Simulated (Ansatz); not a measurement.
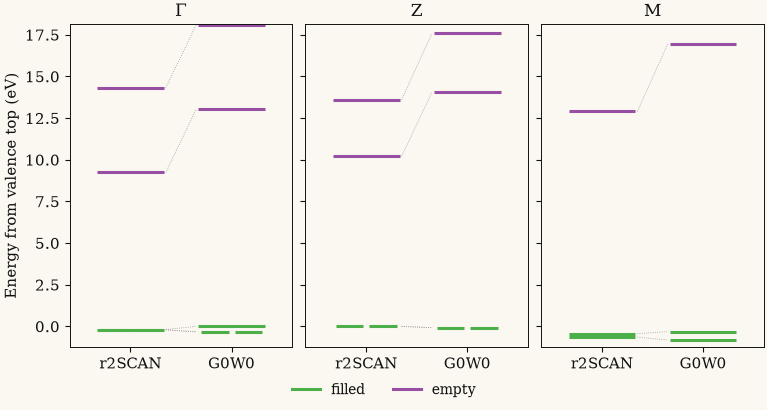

Levels at Γ, Z and M in r2SCAN and in G0W0, each set counted from its own valence top. Degenerate partners of corrected states are drawn at the same energy. In reduced coordinates of the cell that was run, Z is (0, 0, 0.5) and M is (−0.5, 0, 0.5).

System: LiHF₂, space group C2/m, 4 atoms in the primitive cell, relaxed with r2SCAN+rVV10; a = 2.935 Å, c = 13.094 Å (hexagonal axes). Starting point: r2SCAN, Ansatz PAW set, no spin polarisation, no spin-orbit coupling, 6×6×4 k mesh, 500 eV cutoff, fixed occupations (Ansatz 0.2.0). Many-body step: G0W0 with empty bands 52, screening cutoff 80 eV and frequency treatment contour deformation.

What does G0W0 do to the gap?

Over the k points that were corrected, the smallest gap goes from 9.24 eV in r2SCAN (Z to Γ) to 13.04 eV in G0W0 (direct at Γ), a change of +3.80 eV (+41 %).

What are the quasiparticle weights at the band edges?

The quasiparticle weight (renormalisation factor) lies between 0.84 and 0.91 for the top filled and first empty levels.

Is the correction a rigid shift of the empty levels?

Counted from the valence top, the lowest empty level moves by +3.80 eV at Γ, +3.86 eV at Z and +4.03 eV at M; over the 40 points that were corrected the shifts run from +3.80 to +4.29 eV: a spread of 0.49 eV on a mean of 4.08 eV, so one scissor shift describes this level only roughly. The top filled level also moves against the valence top, by +0.19 eV at Γ.

```
k point  r2SCAN direct gap (eV)  G0W0 direct gap (eV)
      Γ                    9.43                 13.04
      Z                   10.20                 14.14
      M                   13.34                 17.25
```

The k mesh is coarse (spacing up to 0.44 Å⁻¹), so the values aren't converged. The PAW data sets were made with another functional. The cell comes from a database of computed structures, and whether it is the stable form of this composition wasn't checked. Bands, cutoffs and mesh are finite, so these values aren't at the basis limit.
